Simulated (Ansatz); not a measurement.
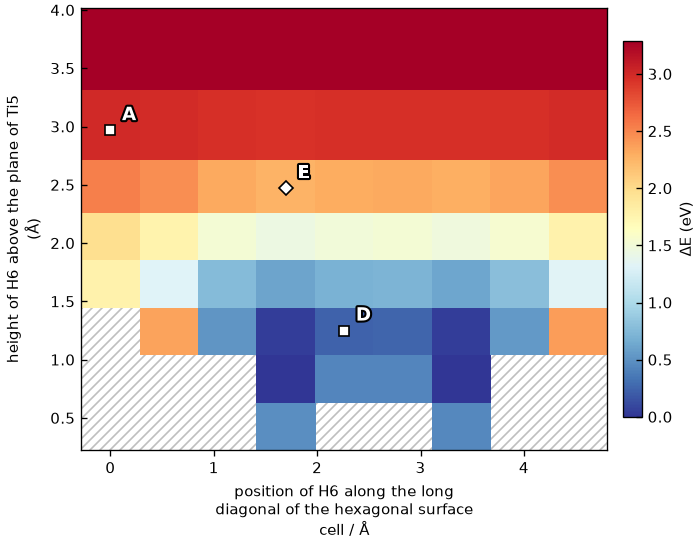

H on a Ti(001) slab cut from the P6_3/mmc phase, its upper half relaxed before the scan (5 atoms of substrate and one adsorbate in a 1 × 1 cell). H is moved along a line over the surface and along the normal, above a rigid substrate. Coordinates scanned: (1) position of H6 along the long diagonal of the hexagonal surface cell, from above Ti5; (2) height of H6 above the plane of Ti5. The grid has 9 × 8 points. At 13 points there is no value (left out of the scan, as a rule where atoms come close). Points are written as (first, second). Energies are in eV, from the lowest grid point. The electronic state followed may not be the lowest one. The calculation used Ansatz, DFT PBE, scalar-relativistic, plane waves, PAW. Settings: cutoff 420 eV, k-mesh 9×9×1, gaussian smearing 0.1 eV, spin-polarised.

Drawn: one coloured cell a grid point, hatched blanks where no value was computed, lettered points.

Is D the lowest point of the computed grid?

Answer. No. D lies 0.23 eV above the lowest grid point, which is at (3.39 Å, 0.84 Å) [nearest 3 Ti at 1.89 Å].

Rank the lettered points by energy, lowest first.

Answer. D (0.23 eV), E (2.27 eV), A (3.00 eV).

PAW datasets: the set soft_1.
